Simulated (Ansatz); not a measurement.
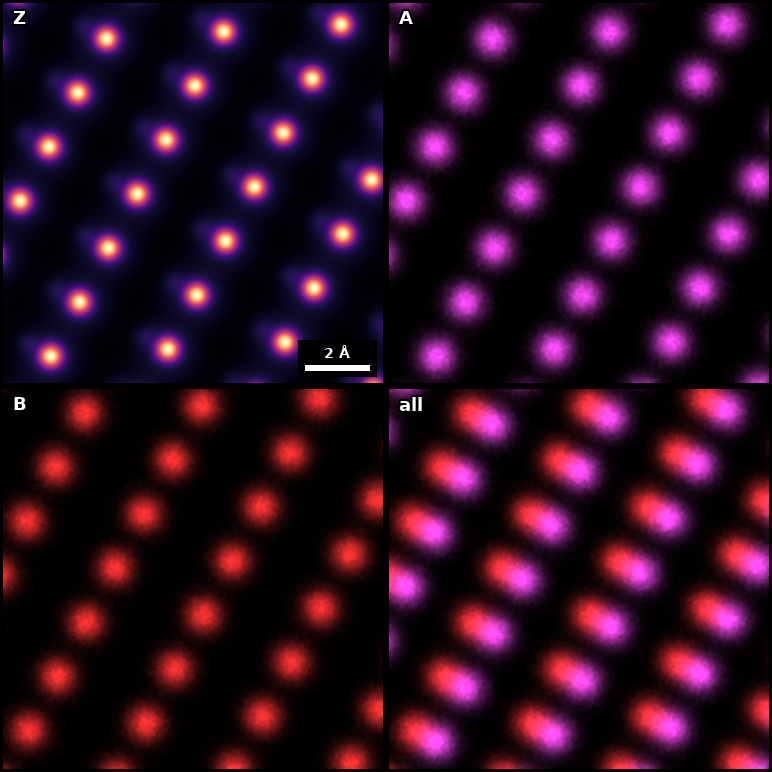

SnO (F-43m, No. 216) along [211]. Panel Z: Simulation: incoherent imaging, intensity Z^1.8 per atom, probe width 0.50 Å, thin sample. The probe carries 25 % of its weight in a tail 2.5 times as wide. The display is stretched by a gamma of 0.65; percentages refer to the linear signal. The other panels are simulated element maps (the number of atoms of one element along the beam, blurred by 0.9 Å, with counting noise; each on its own scale, no channelling); the last overlays them. Atomic positions: the end point of a relaxation with DFT, PBE, PAW with Ansatz's default frozen-core files, scalar-relativistic in Ansatz; the starting structure was generated, so it need not be a known form of this composition.

```cif
data_structure
_symmetry_space_group_name_H-M 'F-43m'
_symmetry_Int_Tables_number 216
_cell_length_a 5.4752
_cell_length_b 5.4752
_cell_length_c 5.4752
_cell_angle_alpha 90.000
_cell_angle_beta 90.000
_cell_angle_gamma 90.000
_cell_volume 164.13
loop_
_atom_site_label
_atom_site_type_symbol
_atom_site_symmetry_multiplicity
_atom_site_Wyckoff_symbol
_atom_site_fract_x
_atom_site_fract_y
_atom_site_fract_z
_atom_site_occupancy
Sn1 Sn 4 a 0.00000 0.00000 0.00000 1
O1 O 4 d 0.25000 0.25000 0.75000 1
```

### Which element does each lettered map show?

A: Sn, B: O. The projected cell (1.94 × 3.16 Å, 90°) holds 2 columns: 1 of Sn and 1 of O. No column is shared by two of the mapped elements.
